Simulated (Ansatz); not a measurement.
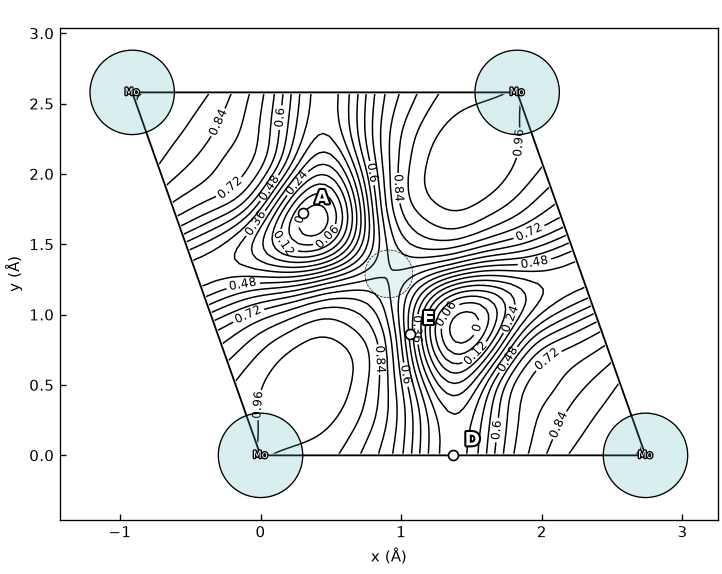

S on a Mo(110) slab cut from the Im-3m phase, its upper half relaxed before the scan (3 atoms of substrate and one adsorbate in a 1 × 1 cell). 
- S is moved over the surface cell; relaxed at each place: the height of the adsorbate's atoms; substrate rigid; the origin of the map has the adsorbate above Mo3.
- Places are given modulo a cell vector. The map is drawn in real space over the plane of the surface.
- Grid: 6 × 6 points; 13 points were computed and 23 follow by symmetry.
- Energies: eV, counted from the lowest grid point.
- With one adsorbate in each 1 × 1 cell, its nearest image is 2.7 Å away, so neighbouring adsorbates interact.
- All numbers below come from DFT PBE, scalar-relativistic, plane waves, PAW in Ansatz 0.2.0. Settings: cutoff 420 eV, k-mesh 10×10×1, gaussian smearing 0.1 eV, no spin polarisation.

The picture shows contour lines labelled in eV, labelled circles for the atoms of the top layer and small ones for the second layer, the outline of one cell of the plane, lettered points. Between grid points the surface is interpolated.

Q: Is D the lowest point of the computed grid?

A: No. D lies 0.39 eV above the lowest grid point, which is at (2/6, 4/6) of the cell vectors [nearest 1 Mo at 2.27 Å].

PAW datasets: the set soft_1.
